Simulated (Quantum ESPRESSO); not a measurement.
**A series of single points on MoS2**

System: MoS2 (R3m, 3 atoms in the cell).
Method: Kohn-Sham DFT of a periodic cell, PBEsol, GBRV 1.5 PBEsol, no spin polarisation (Quantum ESPRESSO 7.5).

The 7 runs differ only in the geometry, by an even scaling of the cell at fixed fractional positions. The structure derives from an entry of the Crystallography Open Database.

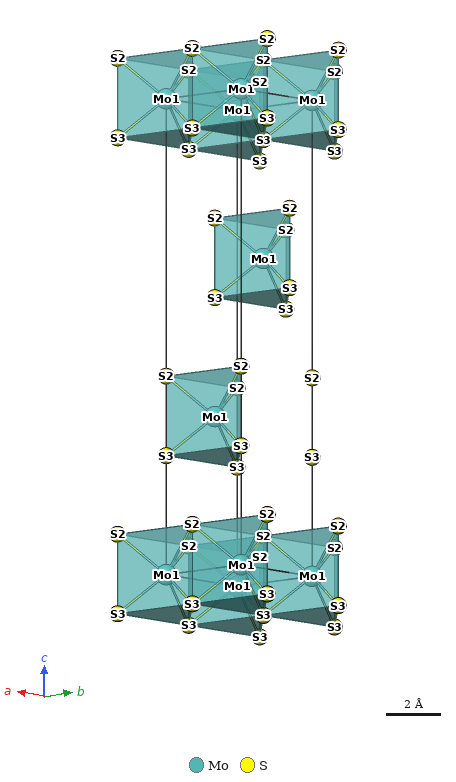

Figure 1. The structure of run 4 (polyhedral view of the cell 3 times as large as that of the calculation, set on its symmetry axes, seen at an oblique angle; polyhedra are completed across the faces of the cell; atoms are numbered from 1 in the order of the input).

### Input of run 4
```
&CONTROL
  calculation = 'scf'
  prefix = 'pwscf'
  outdir = './tmp'
  pseudo_dir = './pseudo'
  tstress = .true.
  disk_io = 'nowf'
/
&SYSTEM
  ibrav = 0
  nat = 3
  ntyp = 2
  ecutwfc = 45
  ecutrho = 360
  nbnd = 20
  occupations = 'smearing'
  smearing = 'fd'
  degauss = 0.00367493
/
&ELECTRONS
  conv_thr = 6d-10
  electron_maxstep = 120
  mixing_beta = 0.5
/
ATOMIC_SPECIES
Mo    95.9500 mo_pbesol_v1.uspp.F.UPF
S     32.0600 s_pbesol_v1.4.uspp.F.UPF
CELL_PARAMETERS angstrom
   1.5800000000    0.9122134253    6.1500000000
  -1.5800000000    0.9122134253    6.1500000000
   0.0000000000   -1.8244268506    6.1500000000
ATOMIC_POSITIONS crystal
Mo     0.0000000000    0.0000000000    0.0000000000
S      0.4170000000    0.4170000000    0.4170000000
S      0.2500000000    0.2500000000    0.2500000000
K_POINTS automatic
10 10 10 0 0 0
```

Command:
```bash
OMP_NUM_THREADS=1 mpirun -n 2 pw.x -nk 2 -in pw.in > pw.out
```

Run 5 differs from it as follows:
```diff
-   1.5800000000    0.9122134253    6.1500000000
-  -1.5800000000    0.9122134253    6.1500000000
-   0.0000000000   -1.8244268506    6.1500000000
+   1.5904638811    0.9182547499    6.1907296638
+  -1.5904638811    0.9182547499    6.1907296638
+   0.0000000000   -1.8365094997    6.1907296638
```

### Results, with one run withheld

```csv
run,volume per atom (Å³),"free energy per atom, from the lowest run given (meV)",pressure (GPa),gap on the mesh (eV)
1,16.664,35.70,11.03,0.85
2,17.019,15.54,6.96,0.87
3,17.373,3.93,3.30,0.89
4,17.728,0.00,0.01,0.91
5,18.083,?,?,?
6,18.437,12.11,−5.58,0.94
7,18.792,26.81,−7.95,0.95
```

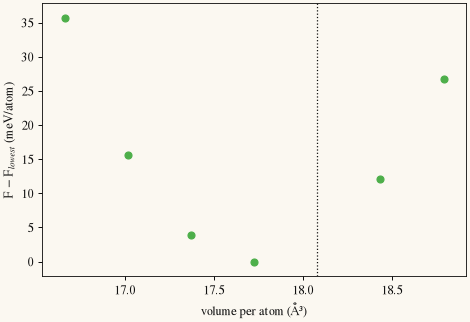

Figure 2. Free energy per atom of the runs given; the dotted line marks run 5.

Fit the runs given and predict run 5.

A cubic polynomial in V^(−2/3) (the Birch–Murnaghan form), fitted to the 6 runs given, misses them by at most 0.02 meV per atom. With x = V^(−2/3) − 0.14756 Å⁻², it reads F = 0.29581 + 1037.4 x + 8.9452e+05 x² + 1.2179e+06 x³ (meV per atom). At run 5 it gives 2.97 meV per atom, and the run itself gives 2.96. The slope of the fit gives a pressure −dF/dV of −2.79 GPa there, and the run prints −2.93 GPa. The two needn't agree exactly: the fit is approximate, and the printed stress is taken on a finite basis. The fit has its minimum at 17.747 Å³ per atom, where V d²F/dV² gives 155 GPa. Cell shape and fractional positions are held, so this is the stiffness under even scaling; the relaxed bulk modulus wasn't computed and can be far lower in a crystal of layers, chains or molecules like this one. The gap on the mesh goes, without turning, from 0.85 eV in run 1 to 0.95 eV in run 7; run 5 has 0.93 eV. These are gaps of this functional on this mesh, which can miss the band edges; they aren't the measured gap.

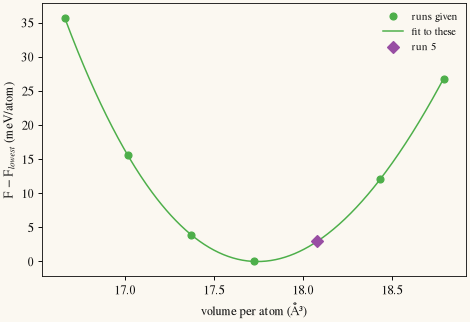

Figure 3. The fit and the withheld run.

### Some lines of the output (run 5)
```
[...]
     total energy              =    -187.54702756 Ry
     total energy              =    -187.54870086 Ry
     total energy              =    -187.57021581 Ry
     total energy              =    -187.57467965 Ry
     total energy              =    -187.57477242 Ry
     total energy              =    -187.57478336 Ry
     total energy              =    -187.57478503 Ry
     total energy              =    -187.57478537 Ry
     total energy              =    -187.57478542 Ry
     the Fermi energy is    11.1614 ev
!    total energy              =    -187.57478542 Ry
     The total energy is F=E-TS. E is the sum of the following terms:
     Computing stress (Cartesian axis) and pressure
          total   stress  (Ry/bohr**3)                   (kbar)     P=      -29.33
```
